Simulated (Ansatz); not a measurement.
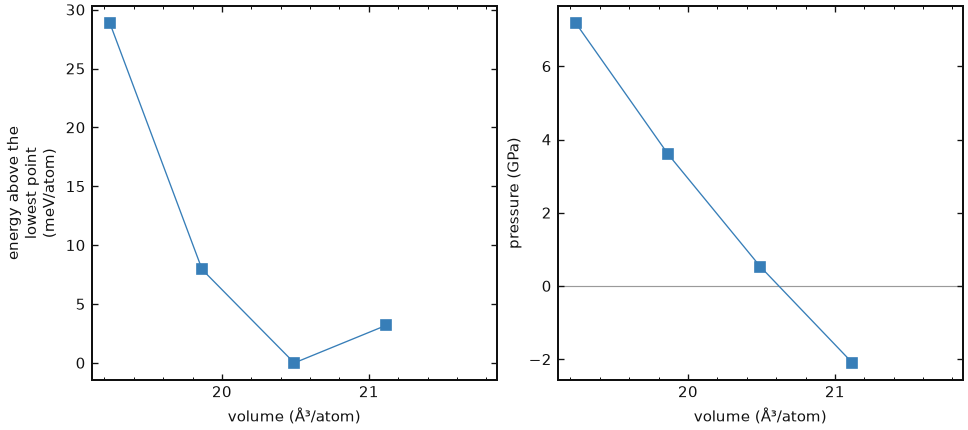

The plot gives the computed energy above the lowest point and pressure against volume for AlP, space group F-43m (No. 216) (one of a set of cubic test structures, which need not be the stable phase).

Method: equation of state of a cubic crystal from periodic Kohn-Sham density functional theory without spin, third-order Birch-Murnaghan fit to the free energies; pressure corrected for the finite basis (Ansatz 0.2.0 development build). Level: HSE06.

- structure type: zinc blende
- atoms in cell: 2
- space group number: 216
- lattice centring: face-centred primitive
- k mesh: 4×4×4
- occupation method: Fermi–Dirac
- occupation width: 0.05 eV
- wave cutoff: 700 eV
- datasets: hard PAW
- density tolerance: 0 eV
- bands: 12
- density cutoff ratio: 4
- search for lower states: default
- exchange singularity: regularized

The point at volume 21.75 Å³/atom is left out of the plot. What does the calculation give there?

| volume (Å³/atom) | energy above the lowest point (meV/atom) | pressure (GPa) |
| --- | --- | --- |
| 21.75 | 16.0 | −4.4 |

Note: modest k-mesh, values are not fully converged in k; pseudopotentials made with PBE, not this functional.
